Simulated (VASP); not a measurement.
**TiC: geometry relaxation (part 2 of 2)**

Continued. System: TiC (2 atoms in the cell). Method: Kohn-Sham DFT of a periodic cell, PBE, VASP PAW PBE potentials, minimal, no spin polarisation (VASP 6.6.1); cutoff 520 eV, 16×16×16 k-mesh, Gaussian smearing of 0.1 eV. The structure derives from an entry of the Crystallography Open Database.

Geometry of the input (Å; fractional positions):
```
0.0000  2.1593  2.1593
2.1593  0.0000  2.1593
2.1593  2.1593  0.0000
Ti 0.0000  0.0000  0.0000
C  0.5000  0.5000  0.5000
```

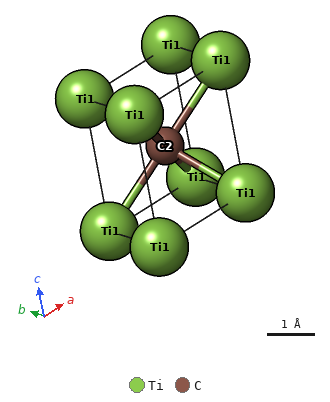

The geometry at step 1 of the log (ball-and-stick view of the cell of the calculation, seen slightly off an axis; atoms are numbered from 1 in the order of the input).

Parts of OUTCAR, continued
```
   AEXX    =    0.0000 exact exchange contribution
   IVDW    =     0    specifies the selected vdW correction
   LEPSILON=     F    determine dielectric tensor
   LRPA    =     F    only Hartree local field effects (RPA)
 conjugate gradient relaxation of ions
 non-spin polarized calculation
 Gauss-broadening in eV      SIGMA  =   0.10
  energy-cutoff  :      520.00
  volume of cell :       20.14
 maximum number of plane-waves:       560
   NGX = 11   NGY = 11   NGZ = 11

--------------------------------------- Ionic step        1  -------------------------------------------

 number of electron       8.0000000 magnetization

 Free energy of the ion-electron system (eV)
  ---------------------------------------------------
  ext. energy  EPLUGINS =         0.00000000
  ---------------------------------------------------
  free energy    TOTEN  =       -18.52415120 eV

  energy without entropy =      -18.52217661  energy(sigma->0) =      -18.52316390

------------------------ aborting loop because EDIFF is reached ----------------------------------------

  FORCE on cell =-STRESS in cart. coord.  units (eV):
  Direction    XX          YY          ZZ          XY          YZ          ZX
  --------------------------------------------------------------------------------------
  -------------------------------------------------------------------------------------
  Total        0.4455040      0.4455040      0.4455040      0.0000000      0.0000000     -0.0000000
  in kB       35.4481211     35.4481211     35.4481211      0.0000000      0.0000000     -0.0000000
  external PRESSURE =      35.4481211 kB  Pullay stress =       0.0000000 kB

 VOLUME and BASIS-vectors are now :
 -----------------------------------------------------------------------------
  energy-cutoff  :      520.00
  volume of cell :       20.14
      direct lattice vectors                 reciprocal lattice vectors
     0.000000000  2.159300000  2.159300000    -0.231556523  0.231556523  0.231556523
     2.159300000  0.000000000  2.159300000     0.231556523 -0.231556523  0.231556523
     2.159300000  2.159300000  0.000000000     0.231556523  0.231556523 -0.231556523

 POSITION                                       TOTAL-FORCE (eV/Angst)
 -----------------------------------------------------------------------------------
      0.00000      0.00000      0.00000        -0.000000     -0.000000      0.000000
      2.15930      2.15930      2.15930         0.000000      0.000000     -0.000000
 -----------------------------------------------------------------------------------
    total drift:                               -0.000000     -0.000000      0.000000

  FREE ENERGIE OF THE ION-ELECTRON SYSTEM (eV)
  ---------------------------------------------------
  free  energy   TOTEN  =       -18.5241511975 eV

  energy  without entropy=      -18.5221766089  energy(sigma->0) =      -18.52316390

--------------------------------------- Ionic step        2  -------------------------------------------

 number of electron       8.0000000 magnetization

------------------------ aborting loop because EDIFF is reached ----------------------------------------

  FORCE on cell =-STRESS in cart. coord.  units (eV):
  Direction    XX          YY          ZZ          XY          YZ          ZX
  --------------------------------------------------------------------------------------
  -------------------------------------------------------------------------------------
  Total       -0.6279730     -0.6279730     -0.6279730      0.0000000      0.0000000      0.0000000
  in kB      -48.3900812    -48.3900812    -48.3900812      0.0000000      0.0000000      0.0000000
  external PRESSURE =     -48.3900812 kB  Pullay stress =       0.0000000 kB

 VOLUME and BASIS-vectors are now :
 -----------------------------------------------------------------------------
  energy-cutoff  :      520.00
  volume of cell :       20.79
      direct lattice vectors                 reciprocal lattice vectors
     0.000000000  2.182504156  2.182504156    -0.229094638  0.229094638  0.229094638
     2.182504156  0.000000000  2.182504156     0.229094638 -0.229094638  0.229094638
     2.182504156  2.182504156  0.000000000     0.229094638  0.229094638 -0.229094638

 POSITION                                       TOTAL-FORCE (eV/Angst)
 -----------------------------------------------------------------------------------
      2.18250      2.18250      0.00000        -0.000000     -0.000000     -0.000000
      2.18250      2.18250      2.18250         0.000000      0.000000      0.000000
 -----------------------------------------------------------------------------------
    total drift:                                0.000000     -0.000000      0.000000

  FREE ENERGIE OF THE ION-ELECTRON SYSTEM (eV)
  ---------------------------------------------------
  free  energy   TOTEN  =       -18.5209406469 eV

  energy  without entropy=      -18.5188986236  energy(sigma->0) =      -18.51991964

--------------------------------------- Ionic step        3  -------------------------------------------

 number of electron       8.0000000 magnetization

 Free energy of the ion-electron system (eV)
  ---------------------------------------------------
  ext. energy  EPLUGINS =         0.00000000
  ---------------------------------------------------
  free energy    TOTEN  =       -18.52700930 eV

  energy without entropy =      -18.52500629  energy(sigma->0) =      -18.52600780

 E-fermi :   4.8484     XC(G=0): -12.3154     alpha+bet :-14.2271

 val. band max:        4.8442562814   @ k =   0.1250   0.1250   0.0000
 cond. band min:       4.8504684265   @ k =   0.1250   0.0625   0.0000
 fundamental gap:      0.0062121451
 Fermi energy:         4.8483791708

 k-point     1 :       0.0000    0.0000    0.0000
  band No.  band energies     occupation
      1      -7.5293      2.00000
      2       5.4888      0.00000
      3       5.4888      0.00000
      4       5.4888      0.00000
      5       6.4718      0.00000
      6       6.4718      0.00000
      7       6.6036      0.00000
      8       6.6036      0.00000

 k-point     2 :       0.0625    0.0000    0.0000
  band No.  band energies     occupation
      1      -7.4449      2.00000
      2       5.0803      0.00104
      3       5.3122      0.00000
      4       5.3122      0.00000
      5       5.8402      0.00000
      6       5.8402      0.00000
      7       6.8085      0.00000
      8       7.5342      0.00000

 k-point     3 :       0.1250    0.0000    0.0000
  band No.  band energies     occupation
      1      -7.1959      2.00000
      2       4.2318      2.00000
      3       4.5665      1.99993
      4       4.5665      1.99993
      5       5.9002      0.00000
      6       5.9002      0.00000
      7       7.1111      0.00000
      8       8.5757      0.00000

 k-point     4 :       0.1875    0.0000    0.0000
  band No.  band energies     occupation
      1      -6.7953      2.00000
      2       3.2182      2.00000
      3       3.8095      2.00000
      4       3.8095      2.00000
      5       6.1762      0.00000
      6       6.1763      0.00000
      7       7.3837      0.00000
      8       9.6117      0.00000

 k-point     5 :       0.2500    0.0000    0.0000
  band No.  band energies     occupation
      1      -6.2652      2.00000
      2       2.1499      2.00000
      3       3.1598      2.00000
      4       3.1598      2.00000
      5       6.5394      0.00000
      6       6.5394      0.00000
      7       7.6646      0.00000
      8      10.5946      0.00000

 [... the levels of 18 k-points are left out ...]

 k-point    24 :      -0.0625    0.0625    0.0000
  band No.  band energies     occupation
      1      -7.3064      2.00000
      2       4.6395      1.99686
      3       4.8117      1.39622
      4       4.8211      1.30049
      5       5.5982      0.00000
      6       6.1678      0.00000
      7       7.1493      0.00000
      8       7.6492      0.00000

 [... further k-points ...]

------------------------ aborting loop because EDIFF is reached ----------------------------------------

  FORCE on cell =-STRESS in cart. coord.  units (eV):
  Direction    XX          YY          ZZ          XY          YZ          ZX
  --------------------------------------------------------------------------------------
  -------------------------------------------------------------------------------------
  Total        0.0007428      0.0007428      0.0007428      0.0000000      0.0000000      0.0000000
  in kB        0.0583425      0.0583425      0.0583425      0.0000000      0.0000000      0.0000000
  external PRESSURE =       0.0583425 kB  Pullay stress =       0.0000000 kB

 VOLUME and BASIS-vectors are now :
 -----------------------------------------------------------------------------
  energy-cutoff  :      520.00
  volume of cell :       20.40
      direct lattice vectors                 reciprocal lattice vectors
     0.000000000  2.168669155  2.168669155    -0.230556145  0.230556145  0.230556145
     2.168669155  0.000000000  2.168669155     0.230556145 -0.230556145  0.230556145
     2.168669155  2.168669155  0.000000000     0.230556145  0.230556145 -0.230556145

 POSITION                                       TOTAL-FORCE (eV/Angst)
 -----------------------------------------------------------------------------------
      0.00000      0.00000      0.00000         0.000000     -0.000000      0.000000
      2.16867      2.16867      2.16867        -0.000000      0.000000     -0.000000
 -----------------------------------------------------------------------------------
    total drift:                               -0.000000     -0.000000      0.000000

  FREE ENERGIE OF THE ION-ELECTRON SYSTEM (eV)
  ---------------------------------------------------
  free  energy   TOTEN  =       -18.5270093027 eV

  energy  without entropy=      -18.5250062949  energy(sigma->0) =      -18.52600780

 reached required accuracy - stopping structural energy minimisation
```

CONTCAR
```
TiC
   1.00000000000000
     0.0000000000000000    2.1686691547006043    2.1686691547006043
     2.1686691547006043    0.0000000000000000    2.1686691547006043
     2.1686691547006043    2.1686691547006043    0.0000000000000000
  Ti              C
     1     1
Direct
     0.0000000000000000    0.0000000000000000    0.0000000000000000
     0.5000000000000000    0.5000000000000000    0.5000000000000000

  0.00000000E+00  0.00000000E+00  0.00000000E+00
  0.00000000E+00  0.00000000E+00  0.00000000E+00
```

Trajectory as extended XYZ (Å, eV, eV/Å), 3 frames, from step=0 to step=2
```
2
Lattice="0.0000 2.1593 2.1593 2.1593 0.0000 2.1593 2.1593 2.1593 0.0000" Properties=species:S:1:pos:R:3:forces:R:3 step=0 energy=-18.52415
Ti    0.0000    0.0000    0.0000    0.0000   0.0000   0.0000
C     2.1593    2.1593    2.1593    0.0000   0.0000   0.0000
2
Lattice="0.0000 2.1825 2.1825 2.1825 0.0000 2.1825 2.1825 2.1825 0.0000" Properties=species:S:1:pos:R:3:forces:R:3 step=1 energy=-18.52094
Ti    2.1825    2.1825    0.0000    0.0000   0.0000   0.0000
C     2.1825    2.1825    2.1825    0.0000   0.0000   0.0000
2
Lattice="0.0000 2.1687 2.1687 2.1687 0.0000 2.1687 2.1687 2.1687 0.0000" Properties=species:S:1:pos:R:3:forces:R:3 step=2 energy=-18.52701
Ti    0.0000    0.0000    0.0000    0.0000   0.0000   0.0000
C     2.1687    2.1687    2.1687    0.0000   0.0000   0.0000
```

Results in brief

```tsv
quantity	value
outcome	converged
space group (tolerance 0.01 Å)	Fm-3m (225)
electrons treated	8
free energy	−18.5270 eV
gap on the k-point mesh	none (metallic)
pressure	0.01 GPa
final volume	20.40 Å³
largest force (length of the vector) at the end	under 0.001 eV/Å
final cell	a = 3.067 Å, b = 3.067 Å, c = 3.067 Å, α = 60.00°, β = 60.00°, γ = 60.00°
hardware	1 thread of Intel Xeon @ 2.90GHz (Ice Lake), 360 GiB of memory available, shared host
wall time	80 s
peak memory	0.16 GiB
```
